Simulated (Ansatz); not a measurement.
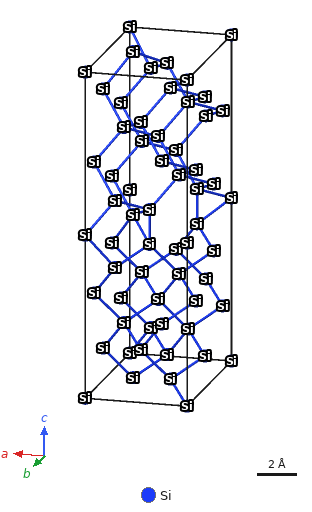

An interface cell of composition Si, before the relaxation. The picture is a ball-and-stick view of the cell of the calculation, seen from a free direction.

Case: symmetric tilt boundary Sigma 5 (3 1 0), mirror on a plane, shift [0, 0].

Theory: Ansatz 0.2.0, DFT PBE, scalar-relativistic, plane waves, PAW.

Input
```yaml
crystal:
  lattice:
    - [5.4696767048, 0.0, 0.0]
    - [0.0, 8.6483182259, 0.0]
    - [0.0, 0.0, 17.5966364519]
  atoms:
    - { symbol: Si, position: [0.75, 0.1, 0.0982951287] }
    - { symbol: Si, position: [0.75, 0.7, 0.1965902575] }
    - { symbol: Si, position: [0.5, 0.5, 0.2457378218] }
    - { symbol: Si, position: [0.25, 0.4, 0.1474426931] }
    - { symbol: Si, position: [0.25, 0.2, 0.4423280793] }
    - { symbol: Si, position: [0.0, 0.2, 0.1965902575] }
    - { symbol: Si, position: [0.0, 0.8, 0.2948853862] }
    - { symbol: Si, position: [0.25, 0.8, 0.0491475644] }
    - { symbol: Si, position: [0.25, 0.0, 0.2457378218] }
    - { symbol: Si, position: [0.25, 0.6, 0.3440329505] }
    - { symbol: Si, position: [0.0, 0.0, 0.0] }
    - { symbol: Si, position: [0.0, 0.6, 0.0982951287] }
    - { symbol: Si, position: [0.0, 0.4, 0.3931805149] }
    - { symbol: Si, position: [0.75, 0.5, 0.0] }
    - { symbol: Si, position: [0.75, 0.3, 0.2948853862] }
    - { symbol: Si, position: [0.75, 0.9, 0.3931805149] }
    - { symbol: Si, position: [0.5, 0.3, 0.0491475644] }
    - { symbol: Si, position: [0.5, 0.9, 0.1474426931] }
    - { symbol: Si, position: [0.5, 0.1, 0.3440329505] }
    - { symbol: Si, position: [0.5, 0.7, 0.4423280793] }
    - { symbol: Si, position: [0.75, 0.1, 0.8931805149] }
    - { symbol: Si, position: [0.75, 0.7, 0.7948853862] }
    - { symbol: Si, position: [0.5, 0.5, 0.7457378218] }
    - { symbol: Si, position: [0.25, 0.4, 0.8440329505] }
    - { symbol: Si, position: [0.25, 0.2, 0.5491475644] }
    - { symbol: Si, position: [0.0, 0.2, 0.7948853862] }
    - { symbol: Si, position: [0.0, 0.8, 0.6965902575] }
    - { symbol: Si, position: [0.25, 0.8, 0.9423280793] }
    - { symbol: Si, position: [0.25, 0.0, 0.7457378218] }
    - { symbol: Si, position: [0.25, 0.6, 0.6474426931] }
    - { symbol: Si, position: [0.0, 0.6, 0.8931805149] }
    - { symbol: Si, position: [0.0, 0.4, 0.5982951287] }
    - { symbol: Si, position: [0.75, 0.3, 0.6965902575] }
    - { symbol: Si, position: [0.75, 0.9, 0.5982951287] }
    - { symbol: Si, position: [0.5, 0.3, 0.9423280793] }
    - { symbol: Si, position: [0.5, 0.9, 0.8440329505] }
    - { symbol: Si, position: [0.5, 0.1, 0.6474426931] }
    - { symbol: Si, position: [0.5, 0.7, 0.5491475644] }
    - { symbol: Si, position: [0.0, 0.0, 0.5] }
    - { symbol: Si, position: [0.75, 0.5, 0.5] }
basis:
  ecutwfc: 420
kpoints:
  mp_grid: { grid: [6, 4, 2] }
hamiltonian:
  xc: pbe
scf:
  occupations: { method: gaussian, width: 0.05 }
output:
  forces: true
  stress: true
  eigenvalues: true
  populations: true
relax:
  adjacent_minimum: "off"
  f_tol: 0.02
  max_steps: 60
  cell: { fix: [a, b, alpha, beta, gamma], stress_tol: 0.1 }
```

Command:
```bash
ansatz run input.yaml --threads 4 --pin off --max-ram 12288MiB --backend cpu --events-out ev --progress --plain --runs-dir out
```

### Where does the relaxation end?

The energy falls by 13.635 eV per cell of the calculation in 10 accepted moves (11 points after the start). Largest force component: 9.8 eV/Å at the start, 0.013 eV/Å at the end. The pressure goes from 4.04 to −0.24 GPa. The SCF was repeated once at an unchanged geometry on a basis and grid sized afresh for the cell, which shifted the energy by 0.9 meV per cell of the calculation at most. The largest moves relative to the cell, 1.08 Å, are those of Si5, Si20, Si28 and Si35. Si5 goes along [3 2 0]. The volume changes by −0.9 %, with a unchanged at 5.470 Å, b unchanged at 8.648 Å, c 17.597 → 17.437 Å (−0.9 %). Near-neighbour distances that change, for instance: Si11–Si35 3.904 → 2.451 Å, Si11–Si28 2.427 → 3.723 Å, Si17–Si35 1.880 → 2.337 Å, Si11–Si21 2.480 → 2.367 Å. Among the angles between lasting bonds that change: Si20–Si38–Si40 68.6° → 105.7°, Si10–Si20–Si38 136.9° → 115.7°, Si8–Si11–Si21 148.2° → 128.2°. The run took 10 min on 4 threads of Intel(R) Xeon(R) 6975P-C (Granite Rapids), on a shared host, peak memory 3.1 GiB.

After the run, drawn alike:

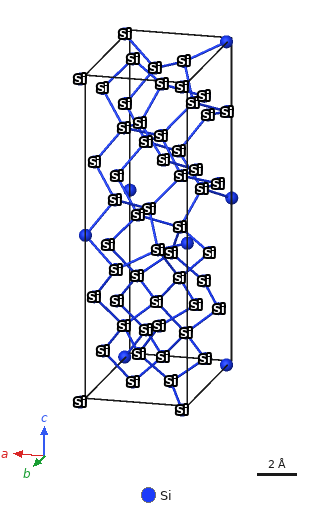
